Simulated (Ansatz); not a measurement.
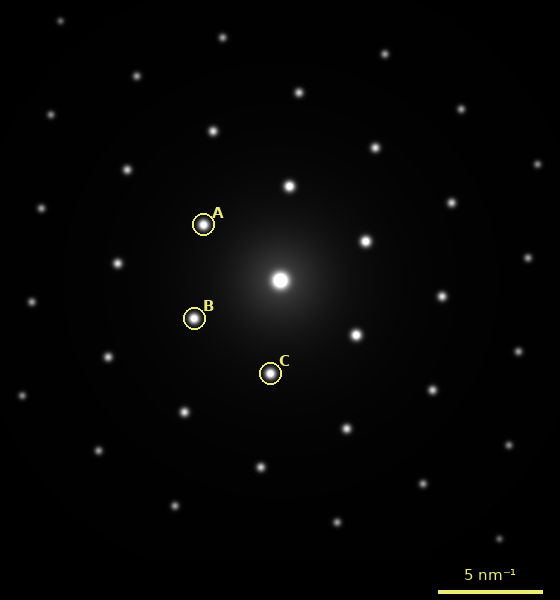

Kinematic zone-axis pattern, calculated for 100 keV electrons with B = 0.5 Å². The zone axis points towards the electron source and the pattern is seen from the source side.

Crystal: Zn, space group Im-3m (No. 229), a = 3.116 Å. Structure: the input geometry of an electronic-structure calculation (not necessarily at equilibrium); the starting structure was generated, so it need not be a known form of this composition.

Spot A is indexed -1 0 1 and spot B 0 -1 1.

**Index the other marked spot.**

C = −A + B = 1 -1 0 (d = 2.203 Å).

**Find the zone axis.**

The cross product of A and B is parallel to [111]; every spot obeys hu + kv + lw = 0.

**What are the spacings of A and B and the angle between them?**

d(A) = 2.203 Å, d(B) = 2.203 Å, and the angle is 60.0°.
